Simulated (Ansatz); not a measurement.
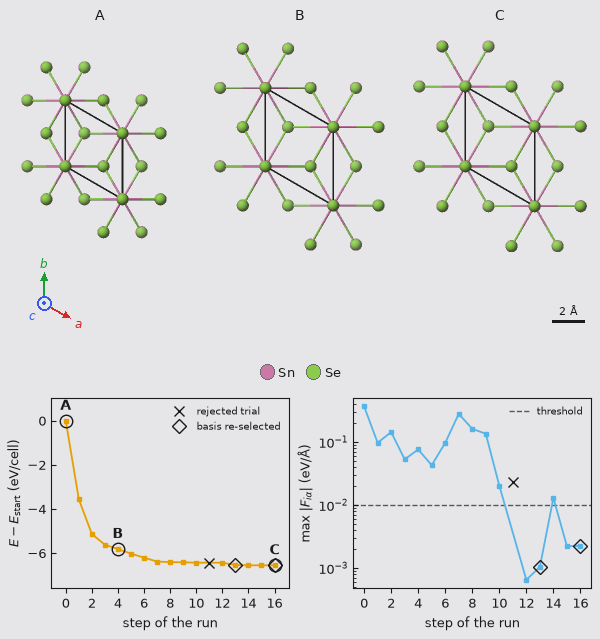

Frames of a relaxation of a crystal of SnSe (built on the 4H polytype type), marked on the history of the run. Style: ball-and-stick. Shown: the cell of the calculation, along the c axis.

All numbers below come from DFT, PBEsol, plane waves, PAW (Ansatz 0.2.0). Set-up: plane-wave cutoff 420 eV; k-point mesh 6 × 6 × 2; occupations fermi dirac; smearing width 0.03 eV; no spin polarisation; cell and atoms relaxed; force threshold 0.01 eV/Å; at most 120 steps.

Question: Describe the path.

Answer: After 13 accepted moves (16 points after the start) the energy has fallen by 6.548 eV per cell of the calculation. Largest force component: 0.37 eV/Å at the start, 0.0022 eV/Å at the end. The pressure goes from 25.76 to −0.01 GPa. The line search rejected the trial step at point 11 of the run. At 2 points the geometry stayed and the basis and grid were re-selected for the new cell (energy shift of 0.107 eV per cell of the calculation at most each time). The largest moves relative to the cell, 0.31 Å, are those of Se atoms. Largest moves by element: Se 0.31 Å, Sn 0.30 Å. The drawn cell changes as follows: a = b 4.143 → 5.019 Å (+21.1 %), c 13.530 → 11.844 Å (−12.5 %); the volume changes by +28.5 %. Some distances before and after: Se–Sn 4.228 → 3.099 Å, Se–Sn 2.537 → 2.901 Å, Se–Sn 2.537 → 2.823 Å, Se–Sn 2.537 → 2.786 Å. New bonds form, among them: Se–Sn (4.23 → 3.10 Å). Among the angles between lasting bonds that change: Se–Sn–Se 109.5° → 92.9°, Sn–Se–Sn 109.5° → 93.3°, Se–Sn–Se 109.5° → 119.7°. The space group stays P6_3mc (No. 186). From step 0 to 4: Se atoms move most (0.19 Å), volume +45.0 %, energy −5.809 eV per cell of the calculation. From step 4 to 16: Se atoms move most (0.22 Å), volume −11.4 %, energy −0.739 eV per cell of the calculation.
